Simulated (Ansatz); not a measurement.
Consider Na.

```cif
data_structure
_symmetry_space_group_name_H-M 'P 1'
_symmetry_Int_Tables_number 1
_cell_length_a 3.6205
_cell_length_b 5.0842
_cell_length_c 3.6205
_cell_angle_alpha 90.000
_cell_angle_beta 90.000
_cell_angle_gamma 90.000
_cell_volume 66.64
loop_
_atom_site_label
_atom_site_type_symbol
_atom_site_fract_x
_atom_site_fract_y
_atom_site_fract_z
_atom_site_occupancy
Na1 Na 0.50000 0.50000 0.08621 1
Na2 Na 0.00000 0.00000 0.91379 1
```

Space group Pmmn; a structure from a database of computed crystals, not necessarily the ambient phase; changed on purpose from its base cell (mode 4 frozen in at -0.593 Å, equal normal strain along x, y and z +0.0000).

These are results of DFT LDA, scalar-relativistic, plane waves, PAW in Ansatz 0.2.0, not measurements.

Q: Predict the valence pseudo-density and electron localisation function between the atoms.

A: Na–Na (3.18 Å): the density is about 0.04 e/Å³ at the midpoint; the ELF is about 0.25 at the midpoint; no shared electron pair shows on this line.

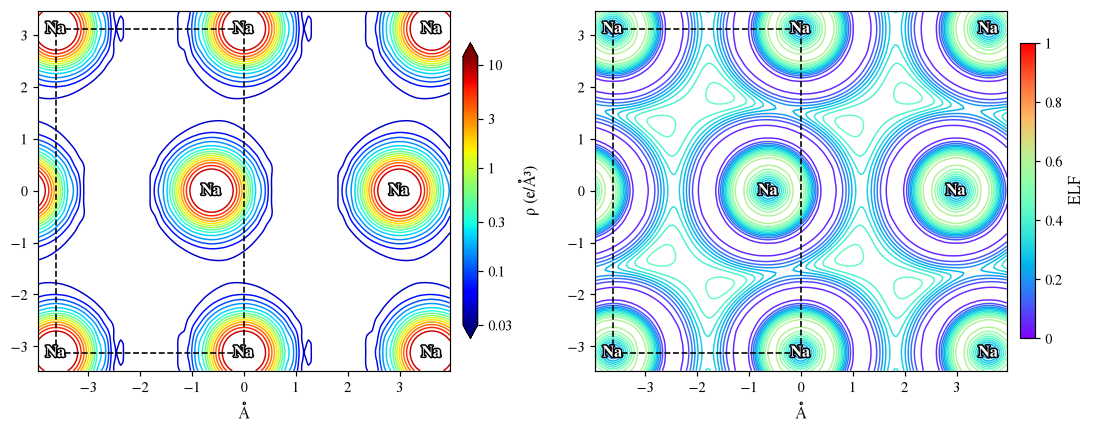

Computed valence pseudo-density and electron localisation function on the (11̄0) plane of the conventional cell, in this order. 

The density is the valence pseudo-density of a PAW calculation; it isn't the true density close to the nuclei.
